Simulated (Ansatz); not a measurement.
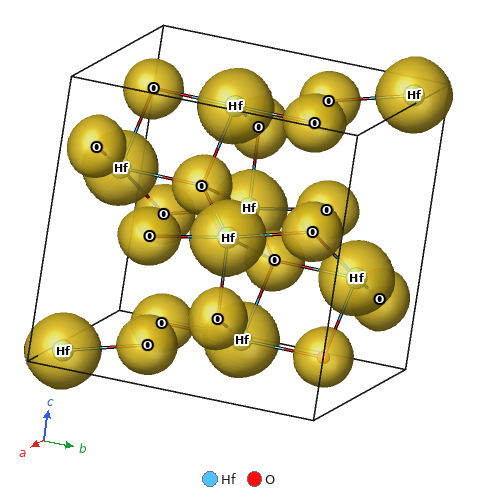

Figure. HfO2. Isosurface of the valence electron density at 1 e/Å³ (yellow), seen slightly off an axis. Sticks mark near contacts.

Space group P2₁/c; a structure from a database of computed crystals, not necessarily the ambient phase.

Level of theory: DFT PBE, scalar-relativistic, plane waves, PAW (Ansatz).

In a PAW calculation such maps are meaningful between the atoms, not at the nuclei.

Input

```
crystal:
  lattice:
    - [-4.2677684072, 0.0, -5.271376786]
    - [5.1608916415, 5.2122247812, -0.0053655936]
    - [5.1608916415, -5.2122247812, -0.0053655936]
  atoms:
    - { symbol: Hf, position: [0.2916335366, 0.012216357, 0.5551502123] }
    - { symbol: Hf, position: [0.2916335366, 0.512216357, 0.0551502123] }
    - { symbol: Hf, position: [0.2083664634, 0.4448497877, 0.487783643] }
    - { symbol: Hf, position: [0.2083664634, 0.9448497877, 0.987783643] }
    - { symbol: Hf, position: [0.7083664634, 0.487783643, 0.9448497877] }
    - { symbol: Hf, position: [0.7083664634, 0.987783643, 0.4448497877] }
    - { symbol: Hf, position: [0.7916335366, 0.0551502123, 0.012216357] }
    - { symbol: Hf, position: [0.7916335366, 0.5551502123, 0.512216357] }
    - { symbol: O, position: [0.0233414339, 0.1076528388, 0.3648682298] }
    - { symbol: O, position: [0.0233414339, 0.6076528388, 0.8648682298] }
    - { symbol: O, position: [0.4766585661, 0.1351317702, 0.8923471612] }
    - { symbol: O, position: [0.4766585661, 0.6351317702, 0.3923471612] }
    - { symbol: O, position: [0.9766585661, 0.3923471612, 0.1351317702] }
    - { symbol: O, position: [0.9766585661, 0.8923471612, 0.6351317702] }
    - { symbol: O, position: [0.5233414339, 0.3648682298, 0.6076528388] }
    - { symbol: O, position: [0.5233414339, 0.8648682298, 0.1076528388] }
    - { symbol: O, position: [0.6515998182, 0.023698365, 0.6950314553] }
    - { symbol: O, position: [0.6515998182, 0.523698365, 0.1950314553] }
    - { symbol: O, position: [0.8484001818, 0.8049685447, 0.976301635] }
    - { symbol: O, position: [0.8484001818, 0.3049685447, 0.476301635] }
    - { symbol: O, position: [0.3484001818, 0.476301635, 0.8049685447] }
    - { symbol: O, position: [0.3484001818, 0.976301635, 0.3049685447] }
    - { symbol: O, position: [0.1515998182, 0.6950314553, 0.523698365] }
    - { symbol: O, position: [0.1515998182, 0.1950314553, 0.023698365] }
basis:
  ecutwfc: 420
  xc_grid: 2
kpoints:
  mp_grid: { grid: [2, 2, 2], shift: [0.5, 0.5, 0.5] }
hamiltonian:
  xc: pbe
scf:
  occupations: { method: gaussian, width: 0.01 }
output:
  forces: true
  stress: true
  eigenvalues: true
  write_density: true
  write_potential: true
  elf: true
  volumetric_format: npy
```

Command:

```sh
ansatz run input.yaml --threads 4 --pin off --max-ram 10240MiB --backend cpu --events-out ev --progress --plain --runs-dir out
```

What does this surface tell about the bonding?

At this value the density breaks into separate islands; it holds about 80 % of the electrons treated as valence (semicore included). It bridges none of the near contacts. It is pinched off along the sampled Hf–O (2.05 Å), Hf–O (2.15 Å) and Hf–O (2.27 Å) contacts. On the grid the lowest density along these lines, outside the cores, is 0.78 e/Å³ (Hf–O, 2.05 Å), 0.62 e/Å³ (Hf–O, 2.15 Å) and 0.46 e/Å³ (Hf–O, 2.27 Å).

Does the calculation give a band gap?

It is gapped, with a Kohn–Sham gap of 4.3 eV on the k-point mesh (the band edges may lie off the mesh, which would make the gap smaller).
